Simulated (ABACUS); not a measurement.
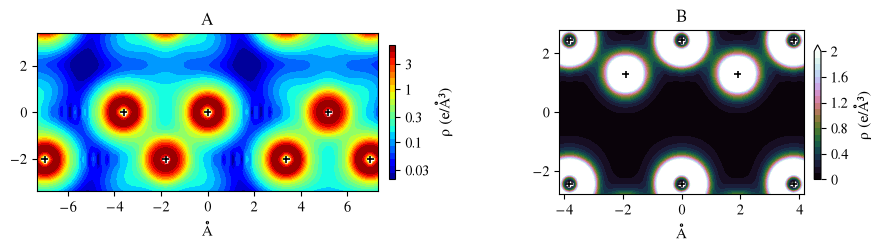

The valence charge density (pseudo) of 2 systems, each on a plane through atoms (crosses mark nuclei in the plane).

Theory: Kohn-Sham DFT of a periodic cell, r2SCAN, SG15 ONCV 1.2 PBE in ABACUS.

System 1: SnO, the (010) plane of the conventional cell. Space group P4/nmm; a structure from a database of computed crystals, not necessarily the ambient phase.

```
Sn O
1.0
     3.81370    0.00000    0.00000
     0.00000    3.81370    0.00000
     0.00000    0.00000    4.88691
Sn O
2 2
Direct
  0.50000 0.00000 0.76463
  0.00000 0.50000 0.23537
  0.00000 0.00000 0.00000
  0.50000 0.50000 0.00000
```

System 2: Te₂Mo, the (110) plane of the conventional cell. Space group P6₃/mmc.

```
Te Mo
1.0
     3.51820    0.00000    0.00000
    -1.75910    3.04685    0.00000
     0.00000    0.00000   13.97360
Te Mo
4 2
Direct
  0.66667 0.33333 0.37900
  0.33333 0.66667 0.87900
  0.66667 0.33333 0.12100
  0.33333 0.66667 0.62100
  0.66667 0.33333 0.75000
  0.33333 0.66667 0.25000
```

### Match each panel to its system.

Panel A is system 2, Te₂Mo: the plane holds Te and Mo. Te–Mo (2.72 Å): ρ is about 0.46 e/Å³ halfway. Panel B is system 1, SnO: the plane holds Sn and O. Sn–O (2.23 Å): ρ at the midpoint is about 0.54 e/Å³.
